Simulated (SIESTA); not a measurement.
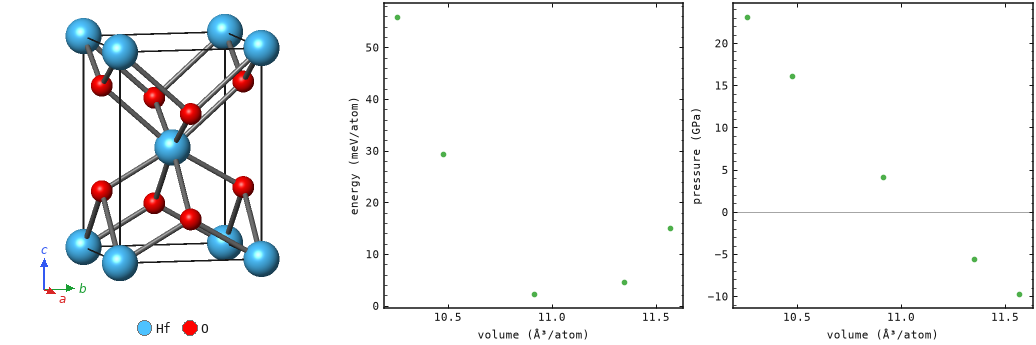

The picture above shows the energy and pressure against volume for HfO₂, space group P4_2/nmc (No. 137). The conventional cell is drawn beside the plot.

Starting cell:
```
CELL_PARAMETERS angstrom
3.55802 0.00000 0.00000
0.00000 3.55802 0.00000
0.00000 0.00000 5.17186
ATOMIC_POSITIONS crystal
Hf 0.00000 0.00000 0.00000
Hf 0.50000 0.50000 0.50000
O 0.00000 0.50000 0.19721
O 0.50000 0.00000 0.30279
O 0.50000 0.00000 0.80279
O 0.00000 0.50000 0.69721
```

Computed with SIESTA 5.4.2: DFT in numerical atomic orbitals with pseudopotentials, no spin polarisation; energies at scaled volumes of the given cell, shape and fractions fixed, counted from the fit's minimum, third-order Birch-Murnaghan fit. Level: PBEsol.

- k mesh: 6×6×4
- occupations: Fermi–Dirac
- smearing width: 0.05 eV
- potentials: PseudoDojo 0.4 standard, converted to PSML, two zetas on semicore shells
- program settings: basis DZP, mesh cutoff 800 Ry

The points at volume 10.69 Å³/atom and 11.13 Å³/atom are left out of the plot. What values does the calculation give there?

```tsv
volume (Å³/atom)	energy (meV/atom)	pressure (GPa)
10.69	11.70	9.86
11.13	0.14	-0.95
```

Keep in mind: mulliken charges of long orbitals; short basis over semicore shells; shape and atomic fractions are frozen while scaling, which makes layered, chain and framework solids too stiff.
